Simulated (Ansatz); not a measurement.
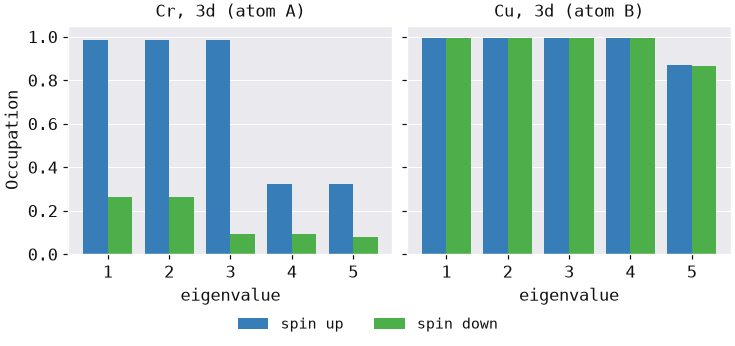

Eigenvalues of the local occupation matrix of the d shell, one panel for each unlike atom (Löwdin-orthogonalised atomic projectors).

System: CrCuO₂, space group R-3m (No. 166), 4 atoms in the cell, CrCuO2 type; a = 5.95 Å, b = 5.95 Å, c = 5.95 Å, α = 28.92°, β = 28.92°, γ = 28.92°.

Computed with Ansatz 0.2.0: DFT PBE+U+J, scalar-relativistic, plane waves, PAW, U = 2 eV, J = 0.7 eV on Cr d; U = 2 eV, J = 0.7 eV on Cu d, spin-polarised, 7×7×7 k mesh, 420 eV cutoff, Gaussian smearing of 0.05 eV.

> How many states of the shell are filled, counting eigenvalues over 0.6?

Counting eigenvalues over 0.6 as filled, Cr (atom A) has 3 filled d states (d³), 3 up and 0 down; the eigenvalues sum to 4.4; Cu (atom B) has 10 filled d states (d¹⁰), 5 up and 5 down; the eigenvalues sum to 9.7. The small eigenvalues come from mixing with neighbours' orbitals.

Start of the run: from atoms, symmetry kept, no search. Such runs often end in metastable states, so this need not be the lowest one. The cell is at 6 GPa in this functional.
